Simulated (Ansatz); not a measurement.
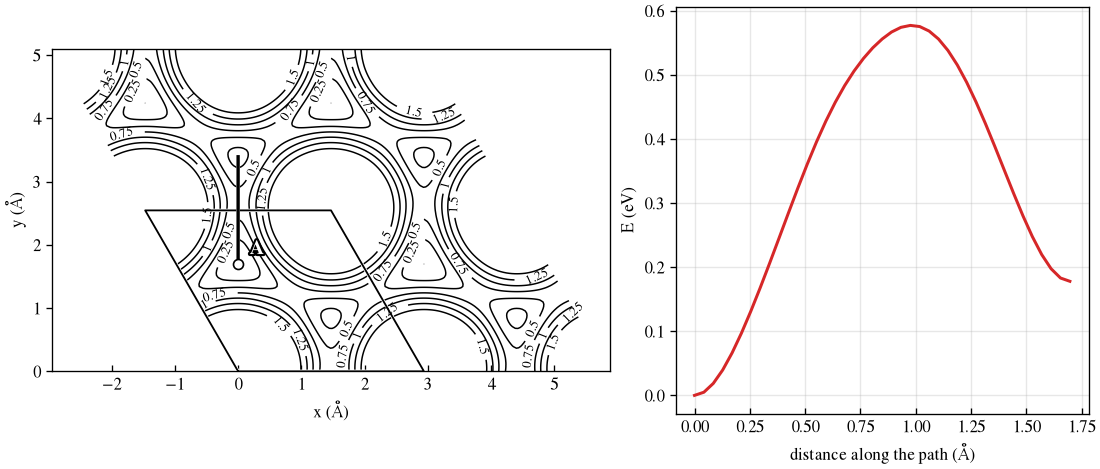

O on a Ti(001) slab cut from the P6_3/mmc phase, its upper half relaxed before the scan (5 atoms of substrate and one adsorbate in a 1 × 1 cell). O is moved over the surface cell; relaxed at each place: the height of the adsorbate's atoms; substrate rigid; the origin of the map has the adsorbate above Ti5. Places are given modulo a cell vector. The map is drawn in real space over the plane of the surface. The scan uses a 6 × 6 grid; 10 points were computed and 26 follow by symmetry. All energies are given in eV relative to the lowest grid point. With one adsorbate in each 1 × 1 cell, its nearest image is 2.9 Å away, so neighbouring adsorbates interact. The runs have no spin polarisation; a magnetic state may lie lower. All numbers below come from Ansatz 0.2.0, DFT PBE, scalar-relativistic, plane waves, PAW. Settings: cutoff 420 eV, k-mesh 9×9×1, gaussian smearing 0.1 eV, no spin polarisation.

In the figure: contour lines labelled in eV (none above 1.5), a line along the lowest path, the outline of one cell of the 2 × 2 shown, the energy along the path at the right, the start A. Between grid points the surface is interpolated.

Describe the path and its barrier.

Answer. The easiest path leads from the well at a threefold hollow, (2/6, 4/6) of the cell vectors to the well at a threefold hollow over a second-layer Ti atom, (4/6, 2/6) of the cell vectors, about 0.18 eV higher. Its highest point lies about 0.58 eV above the bottom of the first well on the interpolated surface, at about (0.53, 0.05) of the cell vectors. Seen from the upper well the barrier is about 0.4 eV. This is the barrier on the constrained surface; relaxing the other coordinates would change it.

PAW datasets: the set soft_1.
